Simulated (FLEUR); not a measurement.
# 2 ML Co on Pd(111), 3 substrate layers: anisotropy by force theorems

Aim: the anisotropy of 2 ML Co on Pd(111), 3 substrate layers from single passes in the potential of one collinear state.

Method: PBE; all-electron FLAPW film, Dirac cores, scalar-relativistic bands, in FLEUR MaX-R8.1.

## (1) Set-up

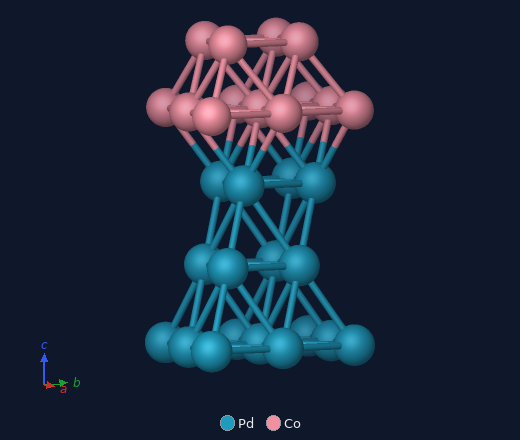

Start, viewed from the side, with the c axis up; palladium blue, cobalt pink. 2×2×1 cells are drawn. Some periodic images of atoms are drawn too.

The cell holds 5 atoms: 3 Pd and 2 Co. Cell: a = 2.751 Å, b = 2.751 Å, c = 22.513 Å, α = 90.0°, β = 90.0°, γ = 120.0°. Pseudomorphic film, hard-sphere layer spacings, unrelaxed. Vacuum lies along c.

As a file:

```
Pd Co
1.0
     2.75060    0.00000    0.00000
    -1.37530    2.38209    0.00000
     0.00000    0.00000   22.51314
Pd Co
3 2
Cartesian
  0.0000 0.0000 7.0000
  1.3753 0.7940 9.2459
  0.0000 1.5881 11.4918
  0.0000 0.0000 13.5823
  1.3753 0.7940 15.5131
```

## (2) The magnetic state

The force theorems are single passes in this state's potential, so it has to be converged first.

No symmetry is used, so that later steps may turn the spins freely; k and −k are joined. FLEUR takes the sheet as a true film: the images along c are dropped, heights are typed in bohr, and the vacuum on both sides is semi-infinite. inpgen writes inp.xml from crystal.txt; cutoffs, mixing, functional, smearing and local orbitals are then set in the file. The k list scf (kpts.xml, not shown) is a Γ-centred 10×10×1 mesh; where the ranks do not divide the number of points, some are split in two of half the weight.

The input, inp.xml:

```
<?xml version="1.0" encoding="UTF-8" standalone="no"?>
<fleurInput fleurInputVersion="0.39">
   <comment>
      Co2Pd3
   </comment>
   <calculationSetup>
      <cutoffs Kmax="3.66" Gmax="11.0" GmaxXC="11.0" numbands="0"/>
      <scfLoop itmax="150" minDistance="0.00002" maxIterBroyd="15" imix="Anderson" alpha="0.03" precondParam="0.0" spinf="2.0" sdNocoIR="T"/>
      <coreElectrons ctail="F" frcor="F" kcrel="0" coretail_lmax="0"/>
      <xcFunctional name="pbe" relativisticCorrections="F"/>
      <magnetism jspins="2" l_noco="F" l_ss="F">
         <qss>0.0 0.0 0.0</qss>
         <mtNocoParams l_mperp="F" l_mtNocoPot="F" l_relaxSQA="F" mag_mixing_scheme="0" mix_RelaxWeightOffD="1.0" l_constrained="F" mix_constr="1.0"/>
         <sourceFreeMag l_sourceFree="F" l_scaleMag="F" mag_scale="1.0"/>
      </magnetism>
      <soc l_soc="F" theta="0.0" phi="0.0" spav="F"/>
      <expertModes spex="0" secvar="F"/>
      <geometryOptimization l_f="F" forcealpha="1.0" forcemix="BFGS" epsdisp="0.00001" epsforce="0.00001"/>
      <ldaU l_linMix="F" mixParam="0.05" spinf="1.0"/>
   </calculationSetup>
   <cell>
      <bzIntegration valenceElectrons="82.0" mode="hist" fermiSmearingEnergy="0.00183747">
         <kPointListSelection listName="scf"/>
         <xi:include xmlns:xi="http://www.w3.org/2001/XInclude" href="kpts.xml"> </xi:include>
      </bzIntegration>
      <xi:include xmlns:xi="http://www.w3.org/2001/XInclude" href="sym.xml"> </xi:include>
      <filmLattice scale="1.0" dVac="21.83" dTilda="24.33">
         <bravaisMatrixFilm>
            <row-1>    5.1978801593681707     0.0000001204133487</row-1>
            <row-2>   -2.5989401839780708     4.5014962036302819</row-2>
         </bravaisMatrixFilm>
         <vacuumEnergyParameters vacuum="1" spinUp="-.25" spinDown="-.25"/>
         <vacuumEnergyParameters vacuum="2" spinUp="-.25" spinDown="-.25"/>
      </filmLattice>
   </cell>
   <atomSpecies>
      <species name="Palladium (Pd)" element="Pd" atomicNumber="46">
         <mtSphere radius="2.47" gridPoints="817" logIncrement="0.016"/>
         <atomicCutoffs lmax="10" lnonsphr="8"/>
         <electronConfig flipSpins="F">
            <coreConfig>(1s1/2) (2s1/2) (2p1/2) (2p3/2) (3s1/2) (3p1/2) (3p3/2) (4s1/2) (3d3/2) (3d5/2)</coreConfig>
            <valenceConfig>(4p1/2) (4p3/2) (5s1/2) (4d3/2) (4d5/2)</valenceConfig>
            <stateOccupation state="(5s1/2)" spinUp="0.500000" spinDown="0.500000"/>
            <stateOccupation state="(4d3/2)" spinUp="1.800000" spinDown="1.800000"/>
            <stateOccupation state="(4d5/2)" spinUp="2.700000" spinDown="2.700000"/>
         </electronConfig>
         <energyParameters s="5" p="5" d="4" f="4"/>
         <lo type="SCLO" l="1" n="4" eDeriv="0"/>
      </species>
      <species name="Cobalt (Co2.000" element="Co" atomicNumber="27">
         <mtSphere radius="2.24" gridPoints="741" logIncrement="0.016"/>
         <atomicCutoffs lmax="8" lnonsphr="6"/>
         <electronConfig flipSpins="F">
            <coreConfig>(1s1/2) (2s1/2) (2p1/2) (2p3/2)</coreConfig>
            <valenceConfig>(3s1/2) (3p1/2) (3p3/2) (4s1/2) (3d3/2) (3d5/2)</valenceConfig>
            <stateOccupation state="(3d3/2)" spinUp="1.5" spinDown="1.3"/>
            <stateOccupation state="(3d5/2)" spinUp="3.0" spinDown="1.2"/>
         </electronConfig>
         <energyParameters s="4" p="4" d="3" f="4"/>
         <lo type="SCLO" l="0" n="3" eDeriv="0"/>
         <lo type="SCLO" l="1" n="3" eDeriv="0"/>
      </species>
   </atomSpecies>
   <atomGroups>
      <atomGroup species="Palladium (Pd)">
         <filmPos label="                   1">.0000000000 .0000000000 -8.0437307465</filmPos>
         <force calculate="T" relaxXYZ="TTT"/>
         <nocoParams  alpha="0.0" beta="0.0"/>
      </atomGroup>
      <atomGroup species="Palladium (Pd)">
         <filmPos label="                   2">-1.000/3.000 1.000/3.000 -3.7996172671</filmPos>
         <force calculate="T" relaxXYZ="TTT"/>
         <nocoParams  alpha="0.0" beta="0.0"/>
      </atomGroup>
      <atomGroup species="Palladium (Pd)">
         <filmPos label="                   3">1.000/3.000 -1.000/3.000 .4445387559</filmPos>
         <force calculate="T" relaxXYZ="TTT"/>
         <nocoParams  alpha="0.0" beta="0.0"/>
      </atomGroup>
      <atomGroup species="Cobalt (Co2.000">
         <filmPos label="                   4">.0000000000 .0000000000 4.3950158592</filmPos>
         <force calculate="T" relaxXYZ="TTT"/>
         <nocoParams  alpha="0.0" beta="0.0"/>
      </atomGroup>
      <atomGroup species="Cobalt (Co2.000">
         <filmPos label="                   5">-1.000/3.000 1.000/3.000 8.0437307465</filmPos>
         <force calculate="T" relaxXYZ="TTT"/>
         <nocoParams  alpha="0.0" beta="0.0"/>
      </atomGroup>
   </atomGroups>
   <output dos="F" band="F" slice="F">
      <bandDOS minEnergy="-.5*Htr" maxEnergy="0.5*Htr" sigma="0.015" storeEVData="T"/>
      <plotting iplot="0" polar="F">
         <plot TwoD="T" vec1="  1.0  0.0  0.0" vec2="  0.0  1.0  0.0" vec3="  0.0  0.0  1.0" zero="  0.0  0.0 -0.5" file="plot"/>
      </plotting>
      <moessbauerParams electricFieldGradient="F" isomerShift="F" coreHyperfine="F" valenceHyperfine="F"/>
   </output>
</fleurInput>
```

The input, crystal.txt:

```
Co2Pd3
&input film=T cartesian=F /
2.75059972538  0.00000006372  0.00000000000
-1.37529991788  2.38208920596  0.00000000000
0.00000000000  0.00000000000  1.00000000000
1.8897261246
1.0 1.0 1.0

5
46 0.00000000000  0.00000000000  -8.04373074645
46 0.66666666667  0.33333333333  -3.79961726713
46 0.33333333333  0.66666666667  0.44453875586
27 0.00000000000  0.00000000000  4.39501585917 : 2.000
27 0.66666666667  0.33333333333  8.04373074645 : 2.000

&kpt div1=10 div2=10 div3=1 gamma=T /
```

Started as:

```console
$ OMP_NUM_THREADS=1 inpgen -f crystal.txt -nosym -noco > inpgen.log  # inp.xml is then edited as shown
$ OMP_NUM_THREADS=1 mpirun -n 4 fleur_MPI > fleur.log
```

The program printed:

```text
Welcome to FLEUR        (www.flapw.de)
      MaX-Release 8.1          (www.max-centre.eu)

 ========== k-point set info ==========
 Selected k-point list: scf
 k-point list type: mesh
 0 x 0 x 0
 Number of k points: 52

 ------------Calculation Setup---------------------------
 Number of MPI-tasks      :            4
 Number of PE/node        :            4
 Number of OMP-threads    :            1
 k-points in parallel     :            4
 pe's per k-point         :            1
 No of k-point loops      :           13
 Eigenvalue solver        :       lapack
 Number of basis functions:          513
 Approximate size of matrices (H+S) per k-point:         0.008 GB
 --------------------------------------------------------
 Iteration:     1   Distance:      59.59436656 me/bohr^3
 Iteration:     2   Distance:     122.81335113 me/bohr^3
 Iteration:     3   Distance:      43.02246657 me/bohr^3
 Iteration:     4   Distance:      53.85733679 me/bohr^3
 Iteration:     5   Distance:      51.17427248 me/bohr^3
 Iteration:     6   Distance:      27.08137886 me/bohr^3
 Iteration:     7   Distance:      59.89646801 me/bohr^3
 Iteration:     8   Distance:      50.97294964 me/bohr^3
 Iteration:     9   Distance:      56.80908212 me/bohr^3
 Iteration:    10   Distance:      52.40335358 me/bohr^3
[... 74 iterations left out ...]
 Iteration:    85   Distance:       0.00012379 me/bohr^3
 Iteration:    86   Distance:       0.00031336 me/bohr^3
 Iteration:    87   Distance:       0.00012935 me/bohr^3
 Iteration:    88   Distance:       0.00009244 me/bohr^3
 Iteration:    89   Distance:       0.00009649 me/bohr^3
 Iteration:    90   Distance:       0.00005278 me/bohr^3
 Iteration:    91   Distance:       0.00005249 me/bohr^3
 Iteration:    92   Distance:       0.00008872 me/bohr^3
 Iteration:    93   Distance:       0.00003458 me/bohr^3
 Iteration:    94   Distance:       0.00001851 me/bohr^3

 ********************************************************************
 Run finished successfully
 Stop message:
   all done
 ********************************************************************

--- out.xml (last complete iteration) ---
<iteration numberForCurrentRun="   94" overallNumber="   94">
         [... left out ...]
         <bandgap value="0.0051020969" units="eV"/>
         <sumValenceSingleParticleEnergies value="-90.4913910118" units="Htr"/>
         <FermiEnergy value="-0.1669930097" units="Htr"/>
         <valenceDensity>
            <mtCharges spin="1">
               <mtCharge atomType="1" total="7.4631072" s="0.1757540" p="3.0997192" d="4.1677955" f="0.0149393"/>
               <mtCharge atomType="2" total="7.5324447" s="0.1777306" p="3.1369565" d="4.1905629" f="0.0206675"/>
               <mtCharge atomType="3" total="7.5775292" s="0.1870091" p="3.1434128" d="4.2203993" f="0.0202494"/>
               <mtCharge atomType="4" total="8.8343435" s="1.1736962" p="3.1307946" d="4.5188967" f="0.0084597"/>
               <mtCharge atomType="5" total="8.7722456" s="1.1733898" p="3.0893107" d="4.5031962" f="0.0048564"/>
            </mtCharges>
            <mtCharges spin="2">
               <mtCharge atomType="1" total="7.2694717" s="0.1735885" p="3.1009949" d="3.9753514" f="0.0147654"/>
               <mtCharge atomType="2" total="7.2795125" s="0.1804265" p="3.1413375" d="3.9307232" f="0.0206813"/>
               <mtCharge atomType="3" total="7.2660066" s="0.1928284" p="3.1542531" d="3.8925529" f="0.0203566"/>
               <mtCharge atomType="4" total="6.8562927" s="1.1755000" p="3.1527235" d="2.5170730" f="0.0086677"/>
               <mtCharge atomType="5" total="6.8466608" s="1.1748634" p="3.1165121" d="2.5489787" f="0.0050198"/>
            </mtCharges>
            <spinDependentCharge spin="1" total="43.2507609" interstitial="2.9874538" mtSpheres="40.1796702" vacuum1="0.0396608" vacuum2="0.0439760"/>
            <spinDependentCharge spin="2" total="38.7492394" interstitial="3.1521299" mtSpheres="35.5179443" vacuum1="0.0374090" vacuum2="0.0417563"/>
            <totalCharge value="82.0000002439"/>
         </valenceDensity>
         [... left out ...]
         <allElectronCharges>
            <spinDependentCharge spin="1" total="98.2507609" interstitial="2.9894492" mtSpheres="95.1776748" vacuum1="0.0396608" vacuum2="0.0439760"/>
            <spinDependentCharge spin="2" total="93.7492394" interstitial="3.1541410" mtSpheres="90.5159332" vacuum1="0.0374090" vacuum2="0.0417563"/>
            <totalCharge value="192.0000002574"/>
         </allElectronCharges>
         <magneticMomentsInMTSpheres units="muBohr">
            <globalMagMoment atomType="1" vec="0.00000   0.00000   0.19364"/>
            <localMagMoment atomType="1" vec="0.00000   0.00000   0.19364"/>
            <globalMagMoment atomType="2" vec="0.00000   0.00000   0.25294"/>
            <localMagMoment atomType="2" vec="0.00000   0.00000   0.25294"/>
            <globalMagMoment atomType="3" vec="0.00000   0.00000   0.31153"/>
            <localMagMoment atomType="3" vec="0.00000   0.00000   0.31153"/>
            <globalMagMoment atomType="4" vec="0.00000   0.00000   1.97805"/>
            <localMagMoment atomType="4" vec="0.00000   0.00000   1.97805"/>
            <globalMagMoment atomType="5" vec="0.00000   0.00000   1.92558"/>
            <localMagMoment atomType="5" vec="0.00000   0.00000   1.92558"/>
         </magneticMomentsInMTSpheres>
         <moessbauerParams unitsHFF="kG" unitsIS="e/bohr^3" unitsEFG="Htr/bohr^2">
         </moessbauerParams>
         <totalEnergy value="   -17928.0306280332" units="Htr">
            <sumOfEigenvalues value="   -10742.7314664741">
               <coreElectrons value="-10652.2400754623"/>
               <valenceElectrons value="-90.4913910118"/>
            </sumOfEigenvalues>
            <densityCoulombPotentialIntegral value="-28664.6914374888"/>
            <densityEffectivePotentialIntegral value="-29383.8419047117"/>
            <chargeDenXCDenIntegral value="-551.8797240701"/>
            <FockExchangeEnergyValence value="0.0000000000"/>
            <FockExchangeEnergyCore value="0.0000000000"/>
            <atomTypeDependentContributions atomType="1">
               <electronNucleiInteractionDifferentMTs value="6105.5307264044"/>
               <MadelungTerm value="-8.7397847904"/>
            </atomTypeDependentContributions>
            <atomTypeDependentContributions atomType="2">
               <electronNucleiInteractionDifferentMTs value="6106.3021923388"/>
               <MadelungTerm value="-7.7068053448"/>
            </atomTypeDependentContributions>
            <atomTypeDependentContributions atomType="3">
               <electronNucleiInteractionDifferentMTs value="6106.5756098666"/>
               <MadelungTerm value="-7.2209977402"/>
            </atomTypeDependentContributions>
            <atomTypeDependentContributions atomType="4">
               <electronNucleiInteractionDifferentMTs value="1665.9789236248"/>
               <MadelungTerm value="-5.3881697973"/>
            </atomTypeDependentContributions>
            <atomTypeDependentContributions atomType="5">
               <electronNucleiInteractionDifferentMTs value="1665.5690705103"/>
               <MadelungTerm value="-5.9033430389"/>
            </atomTypeDependentContributions>
            <tkbTimesEntropy value="0.0022365490"/>
            <freeEnergy value="-17928.0328645822"/>
            <extrapolationTo0K value="-17928.0317463077"/>
         </totalEnergy>
         <densityConvergence units="me/bohr^3">
            <chargeDensity spin="1" distance="0.0000111196"/>
            <chargeDensity spin="2" distance="0.0000114323"/>
            <overallChargeDensity distance="0.0000128910"/>
            <spinDensity distance="0.0000185069"/>
         </densityConvergence>
      </iteration>
```

Elapsed: 17 min, on 4 MPI ranks of Arm Neoverse V1, shared host; peak memory 1.2 GiB; 69 min of CPU time.

Spin moment in the muffin-tin sphere by atom:

```
atom  spin moment in the muffin-tin sphere (μB)
 Pd1                                       0.19
 Pd2                                       0.25
 Pd3                                       0.31
 Co4                                       1.98
 Co5                                       1.93
```

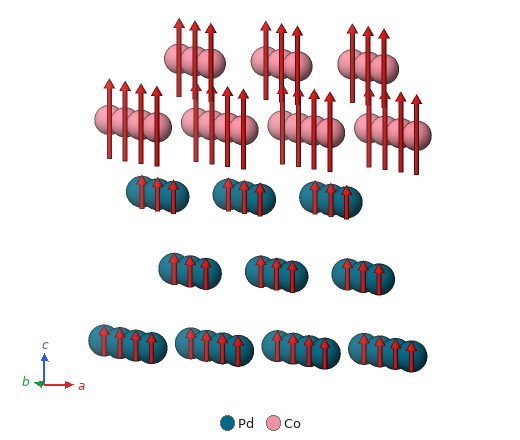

Spin moment in the muffin-tin sphere as arrows, the longest 1.98 μB. Up and down stand for the sign. Arrows give size and sign along the axis of quantisation, drawn up and down the page. Each arrow also spans its atom, so small moments look longer than they are. 3×3×1 cells are drawn. Some periodic images of atoms are drawn too.

This step gave:

- free energy: -487846.6269 eV
- program's band gap on this mesh (in a metal only a level spacing): 0.005102 eV
- magnetization: 4.502 μB
- final state: ferromagnetic

After 94 cycles the largest moment stands at 1.98 μB.

## (3) Anisotropy by the force theorem, rung 1

Anisotropy is a small difference, so it is taken from sums over occupied states at a frozen potential, where most errors cancel.

One pass with spin–orbit coupling for each direction, from the saved density. The k list mae (kpts.xml, not shown) is a Γ-centred 17×17×1 mesh.

inp.xml, as its differences from that of step 2:

```diff
@@ -6,4 +6,4 @@
    <calculationSetup>
-      <cutoffs Kmax="3.66" Gmax="11.0" GmaxXC="11.0" numbands="0"/>
-      <scfLoop itmax="150" minDistance="0.00002" maxIterBroyd="15" imix="Anderson" alpha="0.03" precondParam="0.0" spinf="2.0" sdNocoIR="T"/>
+      <cutoffs Kmax="3.66" Gmax="11.0" GmaxXC="11.0" numbands="162"/>
+      <scfLoop itmax="1" minDistance="0.00002" maxIterBroyd="15" imix="Anderson" alpha="0.03" precondParam="0.0" spinf="2.0" sdNocoIR="T"/>
       <coreElectrons ctail="F" frcor="F" kcrel="0" coretail_lmax="0"/>
@@ -15,3 +15,3 @@
       </magnetism>
-      <soc l_soc="F" theta="0.0" phi="0.0" spav="F"/>
+      <soc l_soc="T" theta="0.0" phi="0.0" spav="F"/>
       <expertModes spex="0" secvar="F"/>
@@ -22,3 +22,3 @@
       <bzIntegration valenceElectrons="82.0" mode="hist" fermiSmearingEnergy="0.00183747">
-         <kPointListSelection listName="scf"/>
+         <kPointListSelection listName="mae"/>
          <xi:include xmlns:xi="http://www.w3.org/2001/XInclude" href="kpts.xml"> </xi:include>
@@ -97,2 +97,5 @@
    </output>
+   <forceTheorem>
+      <MAE theta="0.0 1.5707963 1.5707963" phi="0.0 0.0 1.5707963"/>
+   </forceTheorem>
 </fleurInput>
```

Started as:

```console
$ OMP_NUM_THREADS=1 mpirun -n 4 fleur_MPI -warn_only > fleur.log
```

The program printed:

```text
[banner, memory and clock lines left out]
Welcome to FLEUR        (www.flapw.de)
      MaX-Release 8.1          (www.max-centre.eu)

 ========== k-point set info ==========
 Selected k-point list: mae
 k-point list type: mesh
 0 x 0 x 0
 Number of k points: 292

 [... set-up left out ...]
 ********************************************************************
 Run finished successfully
 Stop message:
   Forcetheorem MAE
 ********************************************************************

--- out.xml (force theorem) ---
<Forcetheorem_MAE Angles="3" units="Htr">
            <Angle theta="0.0000000" phi="0.0000000" ev-sum="-90.506365211"/>
            <Angle theta="1.5707963" phi="0.0000000" ev-sum="-90.506353673"/>
            <Angle theta="1.5707963" phi="1.5707963" ev-sum="-90.506353788"/>
         </Forcetheorem_MAE>
```

Wall time 4.1 min (4 MPI ranks); peak memory 2.1 GiB; 16 min of CPU time.

Anisotropy energies, by row:

```
axis  x  y  z  band energy less the first axis' (meV a cell)
   z  0  0  1                                              0
   x  1  0  0                                          0.314
   y  0  1  0                                         0.3108
```

Shape anisotropy is not in these numbers.

## (4) Energy against the direction of the moments, rung 2

A second rung shows how far the first can be trusted.

The k list mae (kpts.xml, not shown) is a Γ-centred 27×27×1 mesh.

inp.xml is that of step 3.

The program printed:

```text
[banner, memory and clock lines left out]
Welcome to FLEUR        (www.flapw.de)
      MaX-Release 8.1          (www.max-centre.eu)

 ========== k-point set info ==========
 Selected k-point list: mae
 k-point list type: mesh
 0 x 0 x 0
 Number of k points: 732

 [... set-up left out ...]
 ********************************************************************
 Run finished successfully
 Stop message:
   Forcetheorem MAE
 ********************************************************************

--- out.xml (force theorem) ---
<Forcetheorem_MAE Angles="3" units="Htr">
            <Angle theta="0.0000000" phi="0.0000000" ev-sum="-90.506068175"/>
            <Angle theta="1.5707963" phi="0.0000000" ev-sum="-90.506058365"/>
            <Angle theta="1.5707963" phi="1.5707963" ev-sum="-90.506058354"/>
         </Forcetheorem_MAE>
```

Wall time 10 min (4 MPI ranks); peak memory 4.4 GiB.

Anisotropy energies, by row:

```
axis  x  y  z  band energy less the first axis' (meV a cell)
   z  0  0  1                                              0
   x  1  0  0                                         0.2669
   y  0  1  0                                         0.2672
```

[end of part 1 of 2]

[Logs and program files are shortened in this print: banners, set-up blocks, solver, clock and traceback lines can be left out without a mark of their own.]

[Logs are printed without paths, hosts, clocks, repeated set-up lines and the standing remarks that a program may print on its own settings, such as how far it seeks lower states.]

[Hosts, paths, dates, database ids (printed as entryN), source tags and the programs' standing remarks are cut or masked in the printed files.]

[Where a cell is said to come from a database of computed structures, the database is the Materials Project.]
